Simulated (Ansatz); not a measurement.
System: Li, space group Pm-3m (No. 221) (one of a set of cubic test structures, which need not be the stable phase).

Input of one of the runs behind the figure:
```
crystal:
  lattice:
    - [2.732605133531, 0.0, 0.0]
    - [0.0, 2.732605133531, 0.0]
    - [0.0, 0.0, 2.732605133531]
  atoms:
    - { symbol: Li, position: [0, 0, 0] }
kpoints:
  mp_grid: { grid: [40, 40, 40] }
hamiltonian:
  xc: pbe
  pseudopotentials: { kind: paw }
scf:
  occupations: { method: fermi_dirac, width: 0.061225619053 }
output:
  forces: true
  stress: true
```

Command:
```bash
ansatz run input.yaml --threads 2
```

Computed with Ansatz 0.2.0 development build: equation of state of a cubic crystal from periodic Kohn-Sham density functional theory without spin, third-order Birch-Murnaghan fit to the free energies; pressure corrected for the finite basis. Level: PBE.

structure type simple cubic; atoms in cell 1; space group number 221; lattice centring simple cubic; k mesh 40×40×40; occupation method Fermi–Dirac; occupation width 0.06123 eV; wave cutoff 420 eV; datasets soft-1 PAW; density tolerance 1e−07 eV; bands 6; density cutoff ratio 4; search for lower states default.

Predict the energy above the lowest point and pressure against volume. The volume takes the values 19.18, 19.59, 20.00, 20.40, 20.81, 21.22, 21.63 Å³/atom.

A third-order Birch–Murnaghan fit gives V0 = 20.39 Å³/atom, B0 = 12.3 GPa and B′ = 3.3. The energy above the lowest point is 3.025 meV/atom at volume 19.18 Å³/atom and 2.629 meV/atom at 21.63 Å³/atom; the lowest computed point is at volume 20.40 Å³/atom (0.000 meV/atom), in a single well. The pressure falls from 0.83 GPa at volume 19.18 Å³/atom to −0.65 GPa at 21.63 Å³/atom, and changes sign near 20.39 Å³/atom.

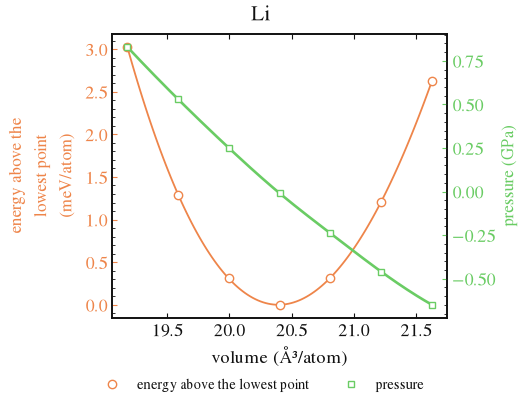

Keep in mind: cubic model structure, not the ambient form.
